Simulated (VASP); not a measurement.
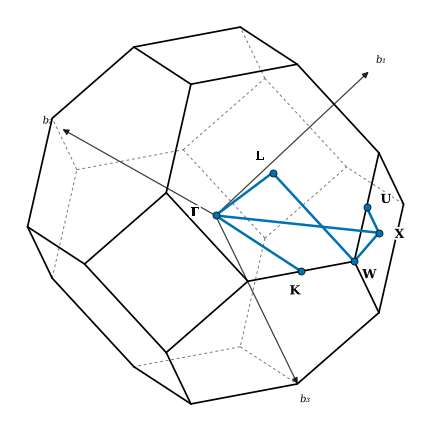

Crystal: ZnSe, the end point of a relaxation with VASP 6.6.1, VASP Kohn-Sham DFT of a periodic cell, revPBE, VASP PAW PBE potentials, recommended. The first Brillouin zone and its special points. Geometry calculated from the standardised cell; symmetry tolerance 0.002 Å.

Space group No. 216, F-43m; a = 5.793 Å, b = 5.793 Å, c = 5.793 Å, α = 90.00°, β = 90.00°, γ = 90.00°.

Labels and path follow the convention of Hinuma et al. (2017), as computed by seekpath; the arrows show the directions of the reciprocal primitive vectors b₁, b₂, b₃, in which coordinates are given; lengths include the factor 2π.

List the special points with their coordinates and distances from Γ.

Answer.
```csv
point,k₁,k₂,k₃,length of k (1/Å)
Γ,0,0,0,0.000
X,1/2,0,1/2,1.085
L,1/2,1/2,1/2,0.939
W,1/2,1/4,3/4,1.213
K,3/8,3/8,3/4,1.150
U,5/8,1/4,5/8,1.150
```

What is the zone's volume?

Answer. (2π)³ over the primitive cell's volume of 48.59 Å³: 5.1 Å⁻³.
